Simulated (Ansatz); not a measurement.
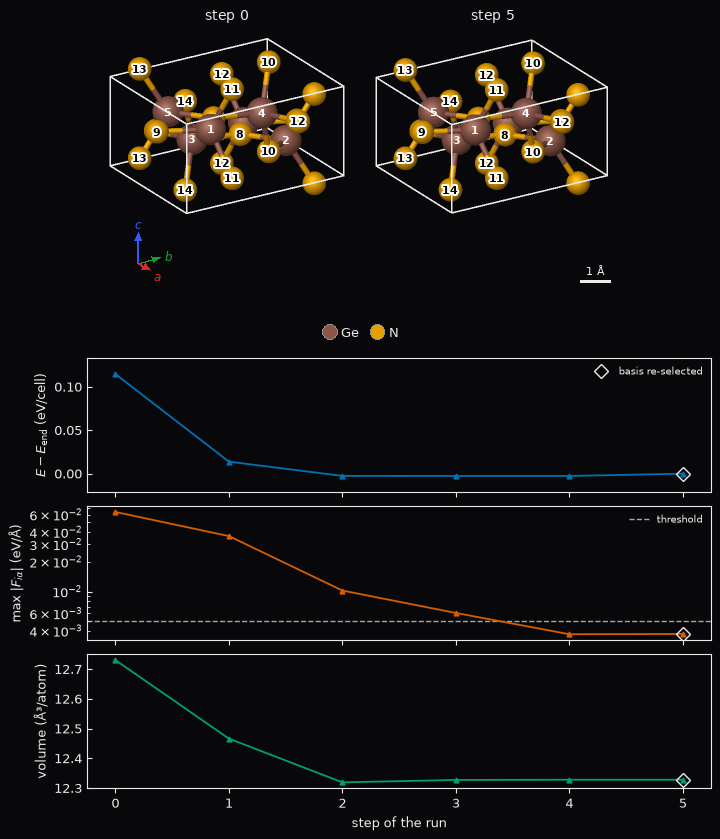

First and last geometry of a relaxation of crystalline Ge$_{3}$N$_{4}$ (built on the database structure type), with the history of the run. A ball-and-stick model of the cell of the calculation, seen slightly off an axis.

These are results of DFT, r2SCAN, plane waves, PAW (Ansatz 0.2.0), not measurements. Set-up: plane-wave cutoff 500 eV; k-point mesh 6 × 6 × 8; occupations fermi dirac; smearing width 0.02 eV; no spin polarisation; cell and atoms relaxed; force threshold 0.005 eV/Å.

Question: Did the run converge, and what did it change?

Answer: It converged. After 4 accepted moves (5 points after the start) the energy has fallen by 0.115 eV per cell of the calculation. The largest force component goes from 0.064 to 0.0037 eV/Å. Pressure: −6.28 GPa at the start and 0.00 GPa at the end. At 1 point the geometry stayed and the basis and grid were re-selected for the new cell (energy shift of 2.6 meV per cell of the calculation at most each time). No atom moves by more than 0.005 Å relative to the cell. The drawn cell changes as follows: a = b 8.129 → 8.044 Å (−1.1 %), c 3.114 → 3.080 Å (−1.1 %); the volume changes by −3.2 %. Near-neighbour distances that change, for instance: Ge–N 1.852 → 1.832 Å. The space group stays P6_3/m (No. 176).
